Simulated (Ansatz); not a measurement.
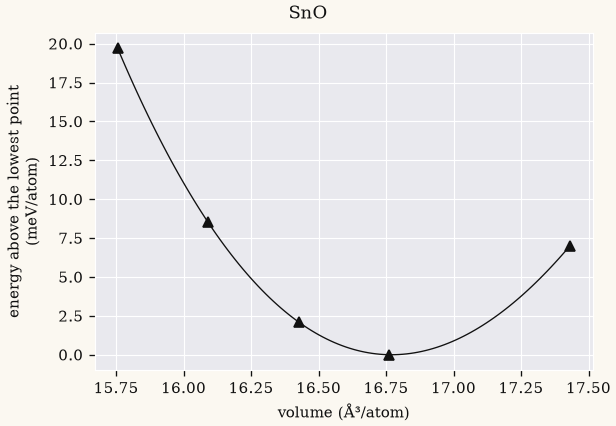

The picture above shows the energy above the lowest point against volume for SnO, space group Fm-3m (No. 225) (one of a set of cubic test structures, which need not be the stable phase).

Calculation (Ansatz 0.2.0 development build): equation of state of a cubic crystal from periodic Kohn-Sham density functional theory without spin, third-order Birch-Murnaghan fit to the free energies; pressure corrected for the finite basis. Level: PBE.

- structure type: rock salt
- atoms in cell: 2
- space group number: 225
- lattice centring: face-centred primitive
- k mesh: 19×19×19
- occupation method: Fermi–Dirac
- occupation width: 0.06123 eV
- wave cutoff: 700 eV
- datasets: hard PAW
- density tolerance: 1e−09 eV
- bands: 18
- density cutoff ratio: 4
- search for lower states: default

From this curve and the settings, what does the calculation give for the pressure at the same points?

The pressure falls from 6.583 GPa at volume 15.76 Å³/atom to −3.280 GPa at 17.43 Å³/atom, and changes sign near 16.77 Å³/atom.

```json
{"volume (Å³/atom)": "15.76", "pressure (GPa)": "6.583"}
{"volume (Å³/atom)": "16.09", "pressure (GPa)": "4.166"}
{"volume (Å³/atom)": "16.43", "pressure (GPa)": "1.999"}
{"volume (Å³/atom)": "16.76", "pressure (GPa)": "0.050"}
{"volume (Å³/atom)": "17.43", "pressure (GPa)": "-3.280"}
```

Limits of the calculation: cubic model structure, not the ambient form.
